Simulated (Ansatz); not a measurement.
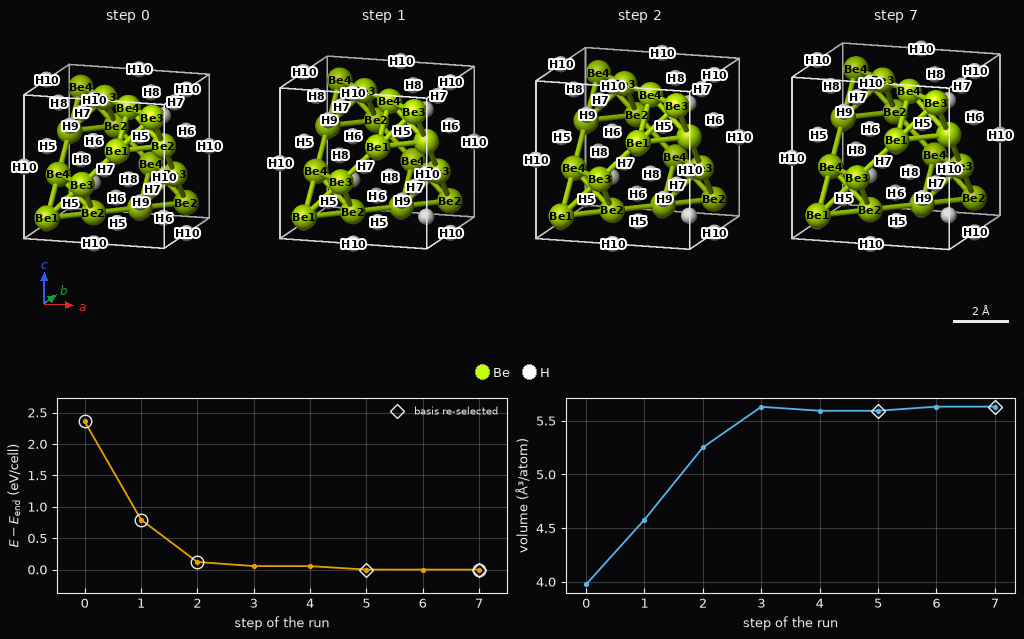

Frames of a relaxation of crystalline Be2H3 (a generated structure, set up in Fd-3m) (coarse preliminary run), marked on the history of the run. The picture is a ball-and-stick view of the conventional cell (4 times the calculation's cell), seen slightly off an axis. Lengths and directions refer to the drawn axes.

Computed with DFT PBE, scalar-relativistic, plane waves, PAW in Ansatz 0.2.0. (plane-wave cutoff 420 eV; k-point mesh 6 × 6 × 6; occupations gaussian; smearing width 0.1 eV; no spin polarisation; cell and atoms relaxed; force threshold 0.04 eV/Å; at most 70 steps)

What happens along the run?

No atom moves by more than 0.005 Å relative to the cell. The volume changes by +41.7 %, with a = b = c 5.418 → 6.085 Å (+12.3 %). Some distances before and after: Be1–Be2 1.916 → 2.151 Å. The space group stays Fd-3m (No. 227). After 5 accepted moves (7 points after the start) the energy has fallen by 2.359 eV per cell of the calculation. All forces vanish by symmetry, so only the cell relaxes. The pressure goes from 58.71 to 0.02 GPa. At 2 points the geometry stayed and the basis and grid were re-selected for the new cell (energy shift of 54.6 meV per cell of the calculation at most each time). Cost: 6.7 s on 1 thread of Arm Neoverse V2, with other jobs on the host, peak memory 0.3 GiB. From step 0 to 1: volume +15.2 %, energy −1.563 eV per cell of the calculation. From step 1 to 2: volume +14.7 %, energy −0.674 eV per cell of the calculation. From step 2 to 7: volume +7.2 %, energy −0.122 eV per cell of the calculation.

```tsv
step	E − E(0), meV/atom	pressure, GPa	volume, Å³/atom	note
0	0.00	58.71	3.976	
1	-156.30	27.44	4.579	
2	-223.72	6.92	5.252	
3	-230.27	-0.65	5.630	
4	-230.38	-0.01	5.594	
5	-235.84	0.68	5.594	same geometry, new basis
6	-235.87	0.02	5.632	
7	-235.91	0.02	5.632	same geometry, new basis
```
